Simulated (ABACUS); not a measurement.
# Run report: CsPbBr₃, band-structure run (part 2 of 2)

CsPbBr₃ (Pm-3m, 5 atoms in the cell); Kohn-Sham DFT of a periodic cell, r2SCAN, SG15 ONCV 1.2 PBE, no spin polarisation (ABACUS 3.10.1); cutoff 993.22 eV, fermi-dirac of 0.05 eV. The structure derives from an entry of the Crystallography Open Database. It belongs to a series of runs on one base structure; here: bands on the converged density.

Geometry of the input (Å; fractional positions):
```
5.8700  0.0000  0.0000
0.0000  5.8700  0.0000
0.0000  0.0000  5.8700
Pb 0.5000  0.5000  0.5000
Cs 0.0000  0.0000  0.0000
Br 0.5000  0.5000  0.0000
Br 0.5000  0.0000  0.5000
Br 0.0000  0.5000  0.5000
```

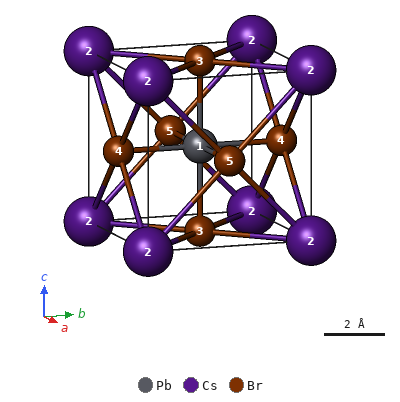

The structure as given in the input (ball-and-stick view of the cell of the calculation, seen slightly off an axis; atoms are numbered from 1 in the order of the input). An atom can appear more than once, as a periodic image.

Output, continued
```
 k(2/38) Iter steps (avg)=31 threshold=1e-07
 k(3/38) Iter steps (avg)=31 threshold=1e-07
 k(4/38) Iter steps (avg)=47 threshold=1e-07
 k(5/38) Iter steps (avg)=52 threshold=1e-07

 k(6/38) Iter steps (avg)=37 threshold=1e-07

 k(7/38) Iter steps (avg)=47 threshold=1e-07
 k(8/38) Iter steps (avg)=33 threshold=1e-07
 k(9/38) Iter steps (avg)=81 threshold=1e-07
 k(10/38) Iter steps (avg)=50 threshold=1e-07
[... levels at 10 k points of this process ...]

 Density error is 0.00000000000
                          Error Threshold = 1.00000000000e-07
----------------------------------------------------------
     Energy           Rydberg                 eV
----------------------------------------------------------
 E_KohnSham     -234.1284757522      -3185.4813342843
 E_KS(sigma->0) -234.1284757521      -3185.4813342838
 E_Harris       -234.1284757522      -3185.4813342843
 E_band         -18.4746138509       -251.3600167217
 E_one_elec     -92.8219887228       -1262.9079463219
 E_Hartree      61.3518401573        834.7346089241
 E_xc           -35.6146013214       -484.5615099689
 E_Ewald        -167.0437258652      -2272.7464869165
 E_entropy(-TS) -0.0000000001        -0.0000000011
 E_descf        0.0000000000         0.0000000000
 E_exx          0.0000000000         0.0000000000
 E_Fermi        0.3297853195         4.4869594626
----------------------------------------------------------

 charge density convergence is achieved
 final etot is -3185.4813343 eV
 EFERMI = 4.4869594626 eV

 STATE ENERGY(eV) AND OCCUPATIONS    NSPIN == 1
 1/10 kpoint (Cartesian) = 0.0000 0.0000 0.0000 (14363 pws)
       1       -18.4752      0.0526316
       2       -13.0517      0.0526316
       3       -13.0517      0.0526316
       4       -12.7756      0.0526316
       5       -12.7756      0.0526316
       6       -12.7756      0.0526316
       7       -11.7869      0.0526316
       8       -10.9381      0.0526316
       9       -10.9381      0.0526316
      10       -4.75369      0.0526316
      11       -4.75369      0.0526316
      12       -4.75369      0.0526316
      13       -3.75649      0.0526316
      14      -0.743874      0.0526316
      15      -0.743874      0.0526316
      16      -0.743874      0.0526316
      17        1.45939      0.0526316
      18        1.45939      0.0526316
      19        1.45939      0.0526316
      20        1.58016      0.0526316
      21        1.58016      0.0526316
      22        1.58016      0.0526316
      23        7.19110    1.71138e-25
      24        8.21289    2.28157e-34
      25        8.21289    2.28156e-34
      26        9.09149    5.33103e-42
      27        9.09149    5.33103e-42
      28        9.09149    5.33102e-42
      29        10.0399    3.08434e-50
      30        10.0399    3.08434e-50
      31        10.0399    3.08433e-50
      32        12.0451    1.18148e-67
      33        12.0451    1.18147e-67

 2/10 kpoint (Cartesian) = 0.0000 0.014196 0.0000 (14367 pws)
       1       -18.4751      0.0526316
       2       -13.0517      0.0526316
       3       -13.0444      0.0526316
       4       -12.7757      0.0526316
       5       -12.7757      0.0526316
       6       -12.7756      0.0526316
       7       -11.7789      0.0526316
       8       -10.9576      0.0526316
       9       -10.9380      0.0526316
      10       -4.75282      0.0526316
      11       -4.75282      0.0526316
      12       -4.75279      0.0526316
      13       -3.82680      0.0526316
      14      -0.737755      0.0526316
      15      -0.737755      0.0526316
      16      -0.604259      0.0526316
      17        1.45045      0.0526316
      18        1.45162      0.0526316
      19        1.45162      0.0526316
      20        1.57152      0.0526316
      21        1.57152      0.0526316
      22        1.57376      0.0526316
      23        7.26300    4.06333e-26
      24        8.25819    9.21992e-35
      25        8.26968    7.32731e-35
      26        9.11531    3.31033e-42
      27        9.13085    2.42627e-42
      28        9.13085    2.42627e-42
      29        9.78609    4.93777e-48
      30        10.0276    3.94375e-50
      31        10.0276    3.94374e-50
      32        11.9346    1.07627e-66
      33        12.0929    4.53750e-68

 3/10 kpoint (Cartesian) = 0.0000 0.028393 0.0000 (14358 pws)
       1       -18.4749      0.0526316
       2       -13.0517      0.0526316
       3       -13.0243      0.0526316
       4       -12.7759      0.0526316
       5       -12.7759      0.0526316
       6       -12.7756      0.0526316
       7       -11.7545      0.0526316
       8       -11.0138      0.0526316
       9       -10.9377      0.0526316
      10       -4.75044      0.0526316
      11       -4.75044      0.0526316
      12       -4.75035      0.0526316
      13       -3.99553      0.0526316
      14      -0.720782      0.0526316
      15      -0.720782      0.0526316
      16      -0.242076      0.0526316
      17        1.42631      0.0526316
      18        1.42924      0.0526316
      19        1.42924      0.0526316
      20        1.54899      0.0526316
      21        1.54899      0.0526316
      22        1.56735      0.0526316
      23        7.46808    6.72260e-28
      24        8.38863    6.78818e-36
      25        8.43186    2.85933e-36
      26        9.13899    2.06152e-42
      27        9.18562    8.11242e-43
      28        9.23123    3.25860e-43
      29        9.23123    3.25860e-43
      30        10.0188    4.69740e-50
      31        10.0188    4.69740e-50
      32        11.6600    2.60998e-64
      33        12.1935    6.07012e-69

 4/10 kpoint (Cartesian) = 0.0000 0.042589 0.0000 (14330 pws)
       1       -18.4746      0.0526316
       2       -13.0516      0.0526316
       3       -12.9963      0.0526316
       4       -12.7762      0.0526316
       5       -12.7762      0.0526316
       6       -12.7756      0.0526316
       7       -11.7121      0.0526316
       8       -11.1003      0.0526316
       9       -10.9373      0.0526316
      10       -4.74719      0.0526316
      11       -4.74719      0.0526316
      12       -4.74705      0.0526316
      13       -4.18750      0.0526316
      14      -0.696951      0.0526316
      15      -0.696951      0.0526316
      16       0.213016      0.0526316
      17        1.39399      0.0526316
      18        1.39592      0.0526316
      19        1.39592      0.0526316
      20        1.52071      0.0526316
      21        1.52071      0.0526316
      22        1.60446      0.0526316
      23        7.75975    1.96870e-30
      24        8.31119    3.19475e-35
      25        8.60803    8.43551e-38
      26        8.67374    2.26625e-38
      27        9.29811    8.55330e-44
      28        9.33519    4.07411e-44
      29        9.33519    4.07411e-44
      30        10.0882    1.17458e-50
      31        10.0882    1.17458e-50
      32        11.3192    2.38101e-61
      33        12.2211    3.49378e-69

 5/10 kpoint (Cartesian) = 0.0000 0.056786 0.0000 (14358 pws)
       1       -18.4743      0.0526316
       2       -13.0515      0.0526316
       3       -12.9678      0.0526316
       4       -12.7766      0.0526316
       5       -12.7766      0.0526316
       6       -12.7755      0.0526316
       7       -11.6505      0.0526316
       8       -11.2066      0.0526316
       9       -10.9369      0.0526316
      10       -4.74393      0.0526316
      11       -4.74393      0.0526316
      12       -4.74385      0.0526316
      13       -4.34965      0.0526316
      14      -0.672313      0.0526316
      15      -0.672313      0.0526316
      16       0.591719      0.0526316
      17        1.35964      0.0526316
      18        1.35964      0.0526316
      19        1.36240      0.0526316
      20        1.49506      0.0526316
      21        1.49506      0.0526316
      22        1.76317      0.0526316
      23        7.41513    1.93865e-27
      24        8.19962    2.97502e-34
      25        8.85084    6.56252e-40
      26        8.94784    9.43074e-41
      27        9.38313    1.56197e-44
      28        9.38313    1.56197e-44
      29        9.44151    4.85865e-45
      30        10.2977    1.77874e-52
      31        10.2977    1.77872e-52
      32        10.9847    1.91791e-58
      33        11.8696    3.95160e-66

 6/10 kpoint (Cartesian) = 0.0000 0.070982 0.0000 (14394 pws)
       1       -18.4741      0.0526316
       2       -13.0515      0.0526316
       3       -12.9465      0.0526316
       4       -12.7768      0.0526316
       5       -12.7768      0.0526316
       6       -12.7755      0.0526316
       7       -11.5730      0.0526316
       8       -11.3173      0.0526316
       9       -10.9365      0.0526316
      10       -4.74167      0.0526316
      11       -4.74154      0.0526316
      12       -4.74154      0.0526316
      13       -4.45462      0.0526316
      14      -0.653722      0.0526316
      15      -0.653722      0.0526316
      16       0.777256      0.0526316
      17        1.33144      0.0526316
      18        1.33144      0.0526316
      19        1.33971      0.0526316
      20        1.47764      0.0526316
      21        1.47764      0.0526316
      22        2.03507      0.0526316
      23        6.77337    7.27279e-22
      24        8.51830    5.07533e-37
      25        9.09791    4.68824e-42
      26        9.17826    9.39906e-43
      27        9.38787    1.42057e-44
      28        9.38787    1.42057e-44
      29        9.58531    2.73873e-46
      30        10.6036    3.91537e-55
      31        10.6036    3.91535e-55
      32        10.7173    4.02787e-56
      33        11.2857    4.66064e-61

[... levels at 4 further k points ...]

 --------------------------------------------
 !FINAL_ETOT_IS -3185.481334284328 eV
 --------------------------------------------

 Output bands in file: OUT.CsPbBr3/BANDS_1.dat
```

Standard output
```
ABACUS v3.10.1

               Atomic-orbital Based Ab-initio Computation at UStc

 dft_functional readin is: MGGA_X_R2SCAN+MGGA_C_R2SCAN
 dft_functional in pseudopot file is: PBE
 Please make sure this is what you need
 dft_functional readin is: MGGA_X_R2SCAN+MGGA_C_R2SCAN
 dft_functional in pseudopot file is: PBE
 Please make sure this is what you need
 dft_functional readin is: MGGA_X_R2SCAN+MGGA_C_R2SCAN
 dft_functional in pseudopot file is: PBE
 Please make sure this is what you need

%%%%%%%%%%%%%%%%%%%%%%%%%%%%%%%%%%%%%%%%%%%%%%%%%%%%%%%%%%%%%%%%%%%%%%%%%%%%%%%%%%%%%%%%%%%%%%%%%%%%%%%%%
 Warning: the number of valence electrons in pseudopotential > 4 for Pb: [Xe] 4f14 5d10 6s2 6p2
 Warning: the number of valence electrons in pseudopotential > 1 for Cs: [Xe] 6s1
 Pseudopotentials with additional electrons can yield (more) accurate outcomes, but may be less efficient.
 If you're confident that your chosen pseudopotential is appropriate, you can safely ignore this warning.
%%%%%%%%%%%%%%%%%%%%%%%%%%%%%%%%%%%%%%%%%%%%%%%%%%%%%%%%%%%%%%%%%%%%%%%%%%%%%%%%%%%%%%%%%%%%%%%%%%%%%%%%%

 UNIFORM GRID DIM        : 64 * 64 * 64
 UNIFORM GRID DIM(BIG)   : 64 * 64 * 64
func,idMGGA_X_R2SCAN 497
func,idMGGA_C_R2SCAN 498
 ---------------------------------------------------------
 ---------------------------------------------------------
 SPIN    KPOINTS         PROCESSORS  THREADS
 1       38              4           4
 ---------------------------------------------------------
 Use plane wave basis
 ---------------------------------------------------------
 ELEMENT NATOM       XC
 Pb      1
 Cs      1
 Br      3
 ---------------------------------------------------------
 Initial plane wave basis and FFT box
 ---------------------------------------------------------
 -------------------------------------------
 NONSELF-CONSISTENT :
 -------------------------------------------
 START CHARGE      : file
 ITER       ETOT/eV          EDIFF/eV         DRHO         DKIN     TIME/s
 DA1     -3.18548133e+03   0.00000000e+00   0.0000e+00   0.0000e+00 105.40
```

Summary

- outcome: converged
- space group (tolerance 0.01 Å): Pm-3m (221)
- electrons treated: 44
- Fermi energy: 4.485 eV
- gap on the band path: 1.98 eV
- hardware: 4 threads of Intel Xeon (Sapphire Rapids), 64 GiB of memory available, shared host
- wall time: 1.8 min (CPU time 6.8 min)
- peak memory: 1.3 GiB

Notes

Spin–orbit coupling is left out, which matters for Pb.
